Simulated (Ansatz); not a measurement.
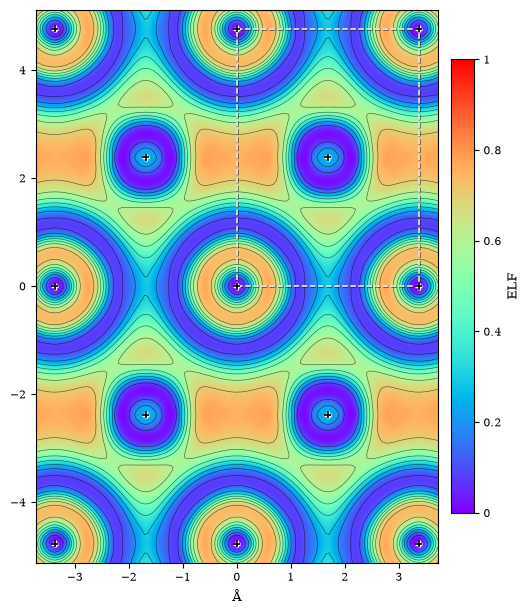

The electron localisation function on a plane through atoms (crosses mark nuclei in the plane).

Method: DFT r2SCAN, scalar-relativistic, plane waves, PAW in Ansatz 0.2.0.

Candidates:
A. ScAl, a = 3.37 Å, b = 3.37 Å, c = 3.37 Å, α = 90.00°, β = 90.00°, γ = 90.00°. Space group Pm-3m; a structure from a database of computed crystals, not necessarily the ambient phase.
B. AlGa3N4, a = 5.14 Å, b = 3.16 Å, c = 5.48 Å, α = 90.00°, β = 90.04°, γ = 90.00°. Space group Pm; a structure from a database of computed crystals, not necessarily the ambient phase.

**Which system is this?**

Candidate A: ScAl on the (101̄) plane of the conventional cell, which holds Sc and Al. Sc–Al (2.92 Å): the ELF peaks at about 0.60 in the valence shell of Al, 1.1 Å from its nucleus, and is about 0.30 at the midpoint: no localised pair shows between them.
